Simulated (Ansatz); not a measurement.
## Geometry relaxation, with input and output: C

The run: geometry relaxation of C (Fmmm, 2 atoms in the cell). Method and program: DFT PBE+D3(BJ), scalar-relativistic, plane waves, PAW, no spin polarisation (Ansatz 0.2.0).

The structure derives from an entry of the Crystallography Open Database.

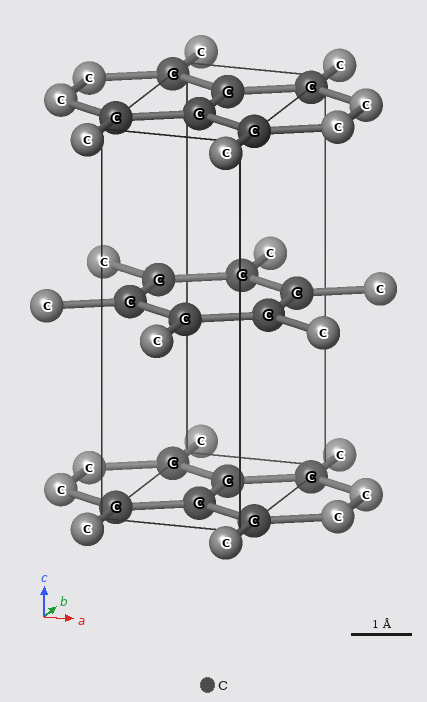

The structure as given in the input (ball-and-stick view of the cell 4 times as large as that of the calculation, set on its symmetry axes, seen slightly off an axis; neighbours outside the cell are drawn fainter). An atom can appear more than once, as a periodic image. Near neighbours in the periodic cell (some may lie outside the picture): C has 3 C at 1.42 Å.

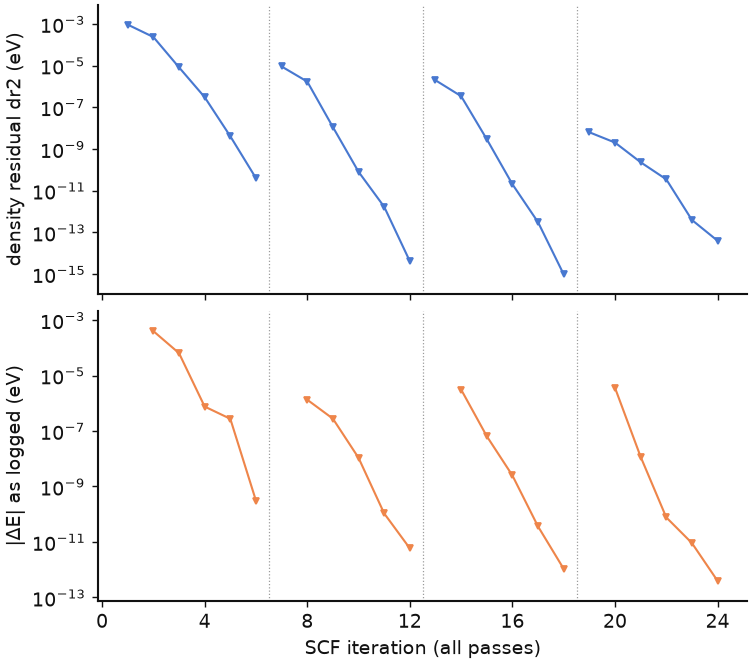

Convergence of the self-consistent field: density residual dr2 and size of the energy change against the SCF iteration. The dotted lines part the SCF passes of the relaxation: geometry steps, rejected trials and re-solves on a re-selected basis. The passes take 6, 6, 6 and 6 iterations.

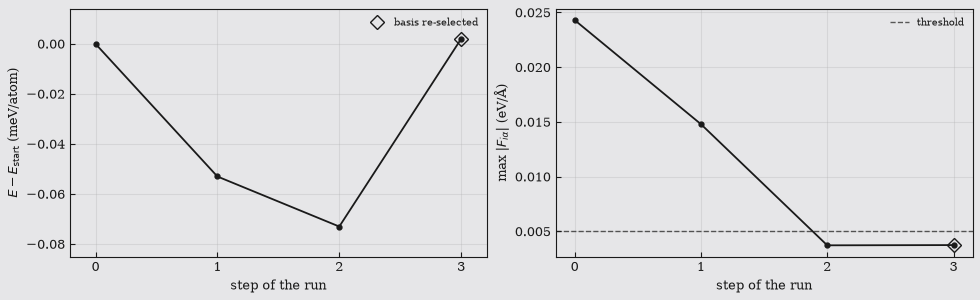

Progress of the relaxation, step by step (the first geometry is step 0 here and step 1 in the log). The atoms keep their places relative to the cell (all moves are under 0.005 Å). The volume changes by −0.2 %, with a 2.465 → 2.466 Å (0.0 %), b 4.269 → 4.268 Å (0.0 %), c 6.799 → 6.784 Å (−0.2 %). The space group stays Fmmm (No. 69). After 2 geometry steps the energy has fallen by 0.1 meV per atom. The largest force component goes from 0.024 to 0.0038 eV/Å. The pressure goes from 0.01 to −0.01 GPa. A last SCF at the same geometry on a re-selected plane-wave basis shifts the energy by +0.1 meV per atom.

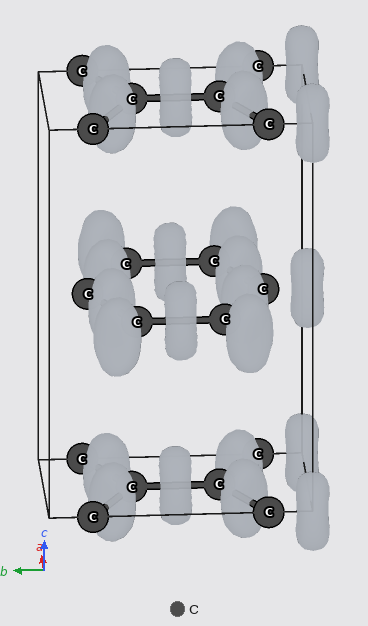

Isosurface of the electron localisation function at 0.8 (grey), seen at an oblique angle. Only the valence region is drawn (cores and ρ < 0.01 e/Å³ removed). Sticks mark near contacts. The outline is the cell set on symmetry axes. Values along the shortest contacts: C–C (1.42 Å): the ELF peaks at about 0.95 between the atoms (localised, shared-pair bonding). The fields are those of the smooth PAW valence density.

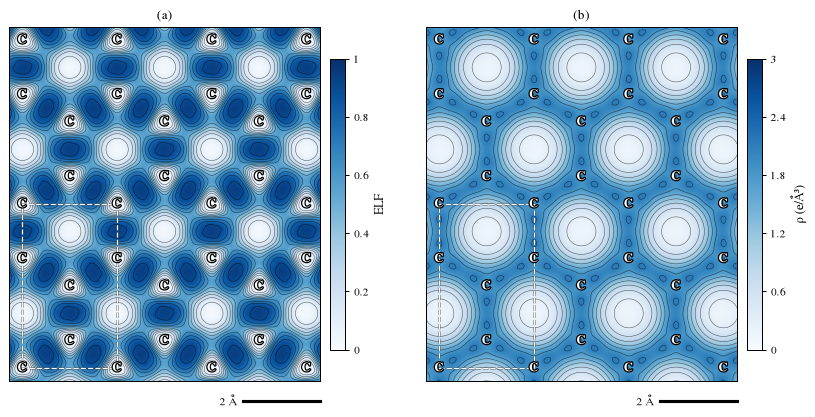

(a) ELF; (b) valence electron density on the (001) plane of the conventional cell. The section cuts through C sites. Away from the nuclei the density in this plane falls to 0.15 e/Å³ at its lowest.

The input that produced these results follows, with the program's output.

The input:
```yaml
crystal:
  lattice:
    - [0.0, 2.1345566526, 3.3995058144]
    - [1.2324769541, 0.0, 3.3995058144]
    - [1.2324769541, 2.1345566526, 0.0]
  atoms:
    - { symbol: C, position: [0.1667315844, 0.8332684156, 0.1667315844] }
    - { symbol: C, position: [0.8332684156, 0.1667315844, 0.8332684156] }
basis:
  ecutwfc: 420
kpoints:
  mp_grid: { grid: [18, 18, 18] }
hamiltonian:
  xc: pbe
  dispersion: d3bj
scf:
  occupations: { method: gaussian, width: 0.02 }
output:
  forces: true
  stress: true
  eigenvalues: true
  write_density: true
  write_potential: true
  elf: true
  volumetric_format: npy
relax:
  adjacent_minimum: "off"
  f_tol: 0.005
  max_steps: 80
  cell: { stress_tol: 0.05 }
```

Launch command:
```bash
ansatz run input.yaml --threads 2 --pin off --max-ram 5120MiB --backend cpu --events-out ev --progress --plain --runs-dir out
```

Output:
```
Engine: ansatz 0.2.0, x86_64-unknown-linux-gnu
Pseudopotentials: kind: paw
Pseudopotential: C, paw, valence charge 4, recommended cutoff 420 eV (normal), C.paw.azcp
Functional definition: PBE
  parameter kappa = 0.804
  parameter beta = 0.06672455060314922
  exchange = pbe_x(kappa = kappa, mu = beta*pi^2/3)
  correlation = pbe_c(beta = beta)
Crystal: 2 atoms, lattice volume = 17.887 Å³
Basis set: ecut = 420 eV, 333 PW (Γ), exchange–correlation on 54×50×36 points (8 copies of the dense FFT grid, shifted against one another)
Bands: 8, of which v1, the nominal top of the filled ones, is band 4 counted from 1 (3 counted from 0)
Symmetry: 8 space group operations
Space group: Fmmm (ITA 69), of the structure as read, at distance tolerance 2.6e-5 Å
k-points: 865 of 5832
Non-local potential: C, projectors of the file, l = 0: 2, l = 1: 2, l = 2: 1
PAW form: soft (Blöchl's): semilocal exchange-correlation on the pseudo side does not see the compensation charge
PAW one-centre angular grid: C, 110 points (default); XC on 64 Gauss nodes
Initial density: superposition of atomic densities (neutral atoms: chi_scale 0, normalization atom), corrected by the library's trained network
Initial wavefunctions: pseudopotential atomic-orbital guess
Functional: x = pbe(κ = 0.804, μ = 0.2195149727645171), c = pbe(β = 0.06672455060314922)
SCF iter   1: F=—  HF=-502.166790 eV  |F-HF|=—  |Δ(HF+E_count)|=         —  Δρ=2.43e-3  dr2=9.15e-4  ethr=1.77e-3  ⟨swp⟩=5.0  Hψ=46730  notcnv=0
preconditioner: auto → none  [insulator: Δε(μ)=0.072 eV  Ē_g=18.393 eV  σ=0.020 eV  W_gap=0.99  n_scr=2 (ndim 8)  ℏωp=24.8 eV  f_vac=0.010  D(μ)=0.00/eV (n_scr^D=0)  ε∞_Penn≈2.8]
SCF iter   2: F=—  HF=-502.167187 eV  |F-HF|=—  |Δ(HF+E_count)|=   3.97e-4  Δρ=1.27e-3  dr2=2.33e-4  ethr=1.14e-5  ⟨swp⟩=2.9  Hψ=20334  notcnv=0
SCF iter   3: F=—  HF=-502.167251 eV  |F-HF|=—  |Δ(HF+E_count)|=   6.39e-5  Δρ=2.52e-4  dr2=8.19e-6  ethr=2.91e-6  ⟨swp⟩=2.0  Hψ=13052  notcnv=0
SCF iter   4: F=—  HF=-502.167252 eV  |F-HF|=—  |Δ(HF+E_count)|=   7.59e-7  Δρ=6.84e-5  dr2=3.04e-7  ethr=1.02e-7  ⟨swp⟩=2.3  Hψ=10312  notcnv=0
iter 5 did not close the SCF: its close was put off for the readings that it lacked (scf_convergence_deferred on its scf_iter line)
SCF iter   5: F=-502.167252 eV  HF=-502.167252 eV  |F-HF|=1.06e-9  |Δ(HF+E_count)|=   2.75e-7  Δρ=6.25e-6  dr2=4.06e-9  ethr=3.80e-9  ⟨swp⟩=2.3  Hψ=9875  notcnv=0
SCF iter   6: F=-502.167252 eV  HF=-502.167252 eV  |F-HF|=1.19e-12  |Δ(HF+E_count)|=  3.09e-10  Δρ=5.87e-7  dr2=3.99e-11  ethr=5.08e-11  ⟨swp⟩=5.4  Hψ=33813  notcnv=0
SCF 1 converged in 6 iterations: F = -502.167252 eV  dr2 = 3.99e-11
  greatest PAW one-centre occupation: 0.673 electrons in one spin orbital (limit 2), on the C atom at site 1 (counted from 0), in its partial waves of l = 0
relax step   1: F+E_penalty+E_count = -502.16725229 eV  Δ(F+E_penalty+E_count) = +0.000e0 eV  max|allowed force component| = 2.431e-2 eV/Å  Δτ_max = 0.0000 Å  P = +0.011 GPa  Ω = 17.887 Å³  (6 SCF iters, dr2 threshold 1.00e-7 eV, accepted)
Crystal: 2 atoms, lattice volume = 17.861 Å³
Initial density: handed on by an earlier stage of this run
Initial wavefunctions: those handed on with the density
iter 1 solved again at ethr=1.39e-7 eV; its pass at ethr=3.10e-3 eV (dr2=1.11e-5 eV) is discarded
SCF iter   1: F=—  HF=-502.167357 eV  |F-HF|=—  |Δ(HF+E_count)|=         —  Δρ=2.07e-4  dr2=9.01e-6  ethr=1.39e-7  ⟨swp⟩=2.0  Hψ=62773  notcnv=0
preconditioner: auto → none  [insulator: Δε(μ)=0.073 eV  Ē_g=18.376 eV  σ=0.020 eV  W_gap=0.99  n_scr=2 (ndim 8)  ℏωp=24.9 eV  f_vac=0.006  D(μ)=0.00/eV (n_scr^D=0)  ε∞_Penn≈2.8]
SCF iter   2: F=—  HF=-502.167358 eV  |F-HF|=—  |Δ(HF+E_count)|=   1.34e-6  Δρ=9.08e-5  dr2=1.70e-6  ethr=1.13e-7  ⟨swp⟩=2.0  Hψ=9653  notcnv=0
iter 3 did not close the SCF: its close was put off for the readings that it lacked (scf_convergence_deferred on its scf_iter line)
SCF iter   3: F=-502.167358 eV  HF=-502.167358 eV  |F-HF|=1.03e-8  |Δ(HF+E_count)|=   2.78e-7  Δρ=1.09e-5  dr2=1.12e-8  ethr=2.12e-8  ⟨swp⟩=2.9  Hψ=10471  notcnv=0
iter 4 did not close the SCF: its close was put off for the readings that it lacked (scf_convergence_deferred on its scf_iter line)
SCF iter   4: F=-502.167358 eV  HF=-502.167358 eV  |F-HF|=8.01e-11  |Δ(HF+E_count)|=   1.08e-8  Δρ=7.10e-7  dr2=8.06e-11  ethr=1.40e-10  ⟨swp⟩=2.5  Hψ=9202  notcnv=0
iter 5 did not close the SCF: its close was put off for the readings that it lacked (scf_convergence_deferred on its scf_iter line)
SCF iter   5: F=-502.167358 eV  HF=-502.167358 eV  |F-HF|=5.06e-12  |Δ(HF+E_count)|=  1.07e-10  Δρ=1.68e-7  dr2=1.69e-12  ethr=1.01e-12  ⟨swp⟩=2.3  Hψ=10357  notcnv=0
SCF iter   6: F=-502.167358 eV  HF=-502.167358 eV  |F-HF|=2.27e-13  |Δ(HF+E_count)|=  5.91e-12  Δρ=7.43e-9  dr2=4.16e-15  ethr=1.00e-12  ⟨swp⟩=4.1  Hψ=26688  notcnv=0
SCF 2 converged in 6 iterations: F = -502.167358 eV  dr2 = 4.16e-15
relax step   2: F+E_penalty+E_count = -502.16735769 eV  Δ(F+E_penalty+E_count) = -1.054e-4 eV  max|allowed force component| = 1.480e-2 eV/Å  Δτ_max = 0.0001 Å  P = +0.002 GPa  Ω = 17.861 Å³  energy of the carried Pulay correction = +8.769e-5 eV  (6 SCF iters, dr2 threshold 2.00e-7 eV, accepted)
Crystal: 2 atoms, lattice volume = 17.850 Å³
iter 1 solved again at ethr=2.90e-8 eV; its pass at ethr=3.10e-3 eV (dr2=2.32e-6 eV) is discarded
SCF iter   1: F=—  HF=-502.167395 eV  |F-HF|=—  |Δ(HF+E_count)|=         —  Δρ=1.03e-4  dr2=1.97e-6  ethr=2.90e-8  ⟨swp⟩=2.0  Hψ=62794  notcnv=0
preconditioner: auto → none  [insulator: Δε(μ)=0.073 eV  Ē_g=18.377 eV  σ=0.020 eV  W_gap=0.99  n_scr=2 (ndim 8)  ℏωp=24.9 eV  f_vac=0.006  D(μ)=0.00/eV (n_scr^D=0)  ε∞_Penn≈2.8]
SCF iter   2: F=—  HF=-502.167398 eV  |F-HF|=—  |Δ(HF+E_count)|=   3.12e-6  Δρ=4.28e-5  dr2=3.41e-7  ethr=2.46e-8  ⟨swp⟩=2.0  Hψ=9788  notcnv=0
iter 3 did not close the SCF: its close was put off for the readings that it lacked (scf_convergence_deferred on its scf_iter line)
SCF iter   3: F=-502.167398 eV  HF=-502.167398 eV  |F-HF|=2.32e-9  |Δ(HF+E_count)|=   6.52e-8  Δρ=5.35e-6  dr2=2.95e-9  ethr=4.26e-9  ⟨swp⟩=2.8  Hψ=10472  notcnv=0
iter 4 did not close the SCF: its close was put off for the readings that it lacked (scf_convergence_deferred on its scf_iter line)
SCF iter   4: F=-502.167398 eV  HF=-502.167398 eV  |F-HF|=3.01e-11  |Δ(HF+E_count)|=   2.50e-9  Δρ=3.78e-7  dr2=2.04e-11  ethr=3.69e-11  ⟨swp⟩=2.6  Hψ=9464  notcnv=0
iter 5 did not close the SCF: its close was put off for the readings that it lacked (scf_convergence_deferred on its scf_iter line)
SCF iter   5: F=-502.167398 eV  HF=-502.167398 eV  |F-HF|=7.39e-13  |Δ(HF+E_count)|=  3.63e-11  Δρ=6.88e-8  dr2=3.08e-13  ethr=1.00e-12  ⟨swp⟩=2.1  Hψ=8803  notcnv=0
SCF iter   6: F=-502.167398 eV  HF=-502.167398 eV  |F-HF|=0.00e0  |Δ(HF+E_count)|=  1.08e-12  Δρ=3.72e-9  dr2=9.75e-16  ethr=1.00e-12  ⟨swp⟩=4.0  Hψ=26171  notcnv=0
SCF 3 converged in 6 iterations: F = -502.167398 eV  dr2 = 9.75e-16
relax step   3: F+E_penalty+E_count = -502.16739792 eV  Δ(F+E_penalty+E_count) = -4.022e-5 eV  max|allowed force component| = 3.729e-3 eV/Å  Δτ_max = 0.0001 Å  P = +0.001 GPa  Ω = 17.850 Å³  energy of the carried Pulay correction = +1.249e-4 eV  (6 SCF iters, accepted)
Initial wavefunctions: pseudopotential atomic-orbital guess (no wavefunctions were taken with the density)
iter 1 solved again at ethr=1.70e-7 eV; its pass at ethr=3.10e-3 eV (dr2=1.36e-5 eV) is discarded
SCF iter   1: F=—  HF=-502.167245 eV  |F-HF|=—  |Δ(HF+E_count)|=         —  Δρ=1.69e-5  dr2=6.31e-9  ethr=1.70e-7  ⟨swp⟩=2.6  Hψ=65237  notcnv=0
eigensolver tolerance schedule: the retry pair's looser diagonalisation over-reported the residual by 2150.01 of it (diagonalisation noise at 0.13 of the residual, at the tolerance the schedule requests for it); recorded, not acted on — ethr = c·dr2/N_el stays at c = 1.0e-1
preconditioner: auto → none  [insulator: Δε(μ)=0.073 eV  Ē_g=18.377 eV  σ=0.020 eV  W_gap=0.99  n_scr=2 (ndim 8)  ℏωp=24.9 eV  f_vac=0.007  D(μ)=0.00/eV (n_scr^D=0)  ε∞_Penn≈2.8]
SCF iter   2: F=—  HF=-502.167248 eV  |F-HF|=—  |Δ(HF+E_count)|=   3.62e-6  Δρ=8.74e-6  dr2=2.03e-9  ethr=7.89e-11  ⟨swp⟩=2.9  Hψ=11625  notcnv=0
SCF iter   3: F=—  HF=-502.167248 eV  |F-HF|=—  |Δ(HF+E_count)|=   1.18e-8  Δρ=1.16e-6  dr2=2.31e-10  ethr=2.53e-11  ⟨swp⟩=2.0  Hψ=10380  notcnv=0
SCF iter   4: F=—  HF=-502.167248 eV  |F-HF|=—  |Δ(HF+E_count)|=  7.71e-11  Δρ=4.80e-7  dr2=3.50e-11  ethr=2.89e-12  ⟨swp⟩=1.9  Hψ=8912  notcnv=0
iter 5 did not close the SCF: its close was put off for the readings that it lacked (scf_convergence_deferred on its scf_iter line)
SCF iter   5: F=-502.167248 eV  HF=-502.167248 eV  |F-HF|=2.84e-13  |Δ(HF+E_count)|=  9.15e-12  Δρ=3.99e-8  dr2=3.94e-13  ethr=1.00e-12  ⟨swp⟩=2.0  Hψ=9945  notcnv=0
SCF iter   6: F=-502.167248 eV  HF=-502.167248 eV  |F-HF|=1.14e-13  |Δ(HF+E_count)|=  3.98e-13  Δρ=1.25e-8  dr2=3.98e-14  ethr=1.00e-12  ⟨swp⟩=3.5  Hψ=24491  notcnv=0
SCF 4 converged in 6 iterations: F = -502.167248 eV  dr2 = 3.98e-14
relax step   4: F+E_penalty+E_count = -502.16724826 eV  Δ(F+E_penalty+E_count) = +1.497e-4 eV  max|allowed force component| = 3.751e-3 eV/Å  Δτ_max = 0.0000 Å  P = -0.010 GPa  Ω = 17.850 Å³  stress off target by 4.53e-2 GPa  SCF on the basis re-selected at this cell (its energy is not comparable with the rows above)  (6 SCF iters)
basis re-selected at this cell: Δ(F+E_penalty+E_count) = +1.497e-4 eV, ΔP = -0.012 GPa vs the last step (what re-selecting the basis moved, of the pressure what is left beyond the Pulay correction that the steps carried, after the strain that the cell walked since its last selection, with what the two solves' SCF thresholds leave and, on support functions, any second-order correction that the steps lacked; it is no measure of the basis error at this ecutwfc). This SCF's stress stands 4.53e-2 GPa from its target on what of the cell is left free (relax.cell.stress_tol is 5.00e-2 GPa) and its largest allowed force component is 3.75e-3 eV/Å (relax.f_tol is 5.00e-3 eV/Å): within both
SCF converged after 6 iterations
Free energy (F): -502.167248 eV
Harris-Foulkes:  -502.167248 eV  (|F-HF|=1.14e-13)
Internal energy: -502.167248 eV  (E = F + TS)
E sigma→0 (E₀):  -502.167248 eV
Entropy (-TS):   -0.000001 eV (-0.000 meV/atom)
Fermi energy:    6.863948 eV
--- Per-component energies (eV) ---
  E_band       = -18.117658
  E_kinetic    = 181.890229
  E_local      = -311.349838  (includes V_loc(G=0)·N_el)
  E_nonlocal   = 54.611976
  E_hartree    = 94.625477
  E_xc         = -96.035464
  E_vxc        = -118.910236  (∫ρ·V_xc dr)
  E_paw        = -198.691103  (= ΣΔE_a)
  E_vpaw       = -13.610763  (= ΣTr[D̂ρ^β])
  E_aug_tail   = 0.000016  (compensation charges beyond the density's cutoff)
  E_ewald      = -226.909919
  E_disp       = -0.308623  (pairwise vdW)
  E_smearing   = -0.000001  (= −TS)
  E_closure    = -0.000000  (closes the sum)
  Σ components = -502.167248   (vs F -502.167248, Δ=0.00e0)
--- Forces (eV/Å), atoms counted from 1 ---
  atom   1  C      0.00000000    -0.00375123     0.00000000
  atom   2  C     -0.00000000     0.00375123    -0.00000000
  max |Σ_I F_I| component: 0.00e0 eV/Å
--- Stress (GPa, compression-positive) ---
       -0.035274      -0.000000      -0.000000
       -0.000000      -0.041384      -0.000000
       -0.000000      -0.000000       0.045334
  P = ⅓ Tr σ = -0.0104 GPa (-0.104 kbar)
--- Band table (eV; the first three rows and the last of 865) ---
  k-point 0: bands = ["-12.7801", "0.2492", "3.8485", "3.8610", "11.0616", "15.2102", "15.2736", "18.2458"]
  k-point 1: bands = ["-12.7046", "0.3157", "3.5617", "3.6951", "11.1876", "15.2942", "15.5447", "17.9756"]
  k-point 2: bands = ["-12.4785", "0.5156", "2.7488", "3.2786", "11.5636", "15.3379", "16.4286", "17.2095"]
  k-point 864: bands = ["-12.5043", "-1.6101", "3.8283", "3.8599", "15.1800", "15.2435", "17.1627", "18.3756"]
--- Relaxed structure (3 steps of the walk, 3 accepted, 1 SCFs on fresh bases) ---
  F+E_penalty+E_count = -502.16724826 eV   max|allowed force component| = 3.751e-3 eV/Å   (the final SCF, on the basis selected at the relaxed cell)
  cell:  # Å, volume = 17.8496 Å³
    - [4.742070195342593e-33, 2.1341717712480053, 3.3921351646789333]
    - [1.2328129398396992, 1.1157164310369323e-32, 3.3921351646789333]
    - [1.2328129398396992, 2.1341717712480053, 8.550291887214875e-33]
  atoms:
    - { symbol: C, position: [0.16669966234663125, 0.833300337653369, 0.1666996623466308] }
    - { symbol: C, position: [0.8333003376533691, 0.16669966234663114, 0.8333003376533686] }
```

Trajectory as extended XYZ (Å, eV, eV/Å), 4 frames, from step=1 to step=4:
```
2
Lattice="0.0000 2.1346 3.3995 1.2325 0.0000 3.3995 1.2325 2.1346 0.0000" Properties=species:S:1:pos:R:3:forces:R:3 step=1 energy=-502.16725 pressure_GPa=0.01
C     1.2325    0.7118    3.3995    0.0000  -0.0243   0.0000
C     1.2325    3.5573    3.3995    0.0000   0.0243   0.0000
2
Lattice="0.0000 2.1343 3.3943 1.2327 0.0000 3.3943 1.2327 2.1343 0.0000" Properties=species:S:1:pos:R:3:forces:R:3 step=2 energy=-502.16736 pressure_GPa=0.00
C     1.2327    0.7117    3.3943    0.0000  -0.0148   0.0000
C     1.2327    3.5569    3.3943    0.0000   0.0148   0.0000
2
Lattice="0.0000 2.1342 3.3921 1.2328 0.0000 3.3921 1.2328 2.1342 0.0000" Properties=species:S:1:pos:R:3:forces:R:3 step=3 energy=-502.16740 pressure_GPa=0.00
C     1.2328    0.7115    3.3921    0.0000  -0.0037   0.0000
C     1.2328    3.5568    3.3921    0.0000   0.0037   0.0000
2
Lattice="0.0000 2.1342 3.3921 1.2328 0.0000 3.3921 1.2328 2.1342 0.0000" Properties=species:S:1:pos:R:3:forces:R:3 step=4 energy=-502.16725 pressure_GPa=-0.01
C     1.2328    0.7115    3.3921    0.0000  -0.0038   0.0000
C     1.2328    3.5568    3.3921    0.0000   0.0038   0.0000
```

Results in brief:

| quantity | value |
| --- | --- |
| outcome | converged |
| space group (tolerance 0.01 Å) | Fmmm (69) |
| electrons treated | 8 |
| free energy | −502.1672 eV |
| Fermi energy | 6.864 eV |
| gap on the k-point mesh | 0.07 eV |
| pressure | −0.01 GPa |
| final volume | 17.85 Å³ |
| largest force (length of the vector) at the end | 0.004 eV/Å |
| final cell | a = 4.008 Å, b = 3.609 Å, c = 2.465 Å, α = 80.16°, β = 62.54°, γ = 37.30° |
| hardware | 2 threads of AMD EPYC (Zen 3), 32 GiB of memory available, shared host |
| wall time | 23 s (CPU time 44 s) |
| peak memory | 0.51 GiB |
